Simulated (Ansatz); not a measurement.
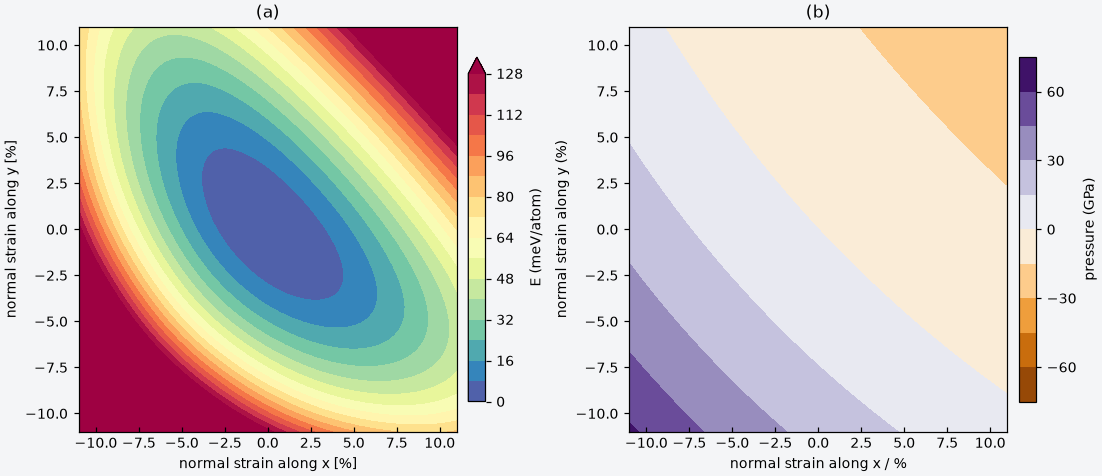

AlNi (P4/mmm, No. 123; 2 atoms in the cell). The energy is mapped over two homogeneous strains. Coordinates scanned: (1) normal strain along x; (2) normal strain along y. Nothing is relaxed (symmetry fixes all fractional coordinates). Grid: 7 × 7 points; 28 points were computed and 21 follow by symmetry. Points are written as (first, second). Energies: meV/atom, counted from the lowest grid point. The runs have no spin polarisation; a magnetic state may lie lower. Theory: DFT PBE, scalar-relativistic, plane waves, PAW in Ansatz. Settings: cutoff 520 eV, k-mesh 16×16×16, gaussian smearing 0.15 eV, no spin polarisation.

Panel (a) is the energy; panel (b) is the computed pressure, in GPa.

In the figure: filled contours, one colour for all values above the top of the scale. Between grid points the surface is interpolated.

> How does the pressure vary over the map, and what is it at the lowest grid point?

It runs from −21 GPa at (11.0 %, 11.0 %) to 62 GPa at (−11.0 %, −11.0 %). At the lowest grid point, (0.0 %, 0.0 %), it is 0 GPa.

| normal strain along y ↓, normal strain along x → | −11.0 | −7.3 | −3.7 | 0.0 | 3.7 | 7.3 | 11.0 |
| --- | --- | --- | --- | --- | --- | --- | --- |
| 11.0 | 4 | −3 | −9 | −13 | −16 | −19 | −21 |
| 7.3 | 10 | 2 | −5 | −9 | −13 | −16 | −19 |
| 3.7 | 17 | 8 | 0 | −5 | −10 | −13 | −16 |
| 0.0 | 25 | 15 | 7 | 0 | −5 | −9 | −13 |
| −3.7 | 35 | 23 | 14 | 7 | 0 | −5 | −9 |
| −7.3 | 47 | 34 | 23 | 15 | 8 | 2 | −3 |
| −11.0 | 62 | 47 | 35 | 25 | 17 | 10 | 4 |

PAW datasets: the set soft_1.
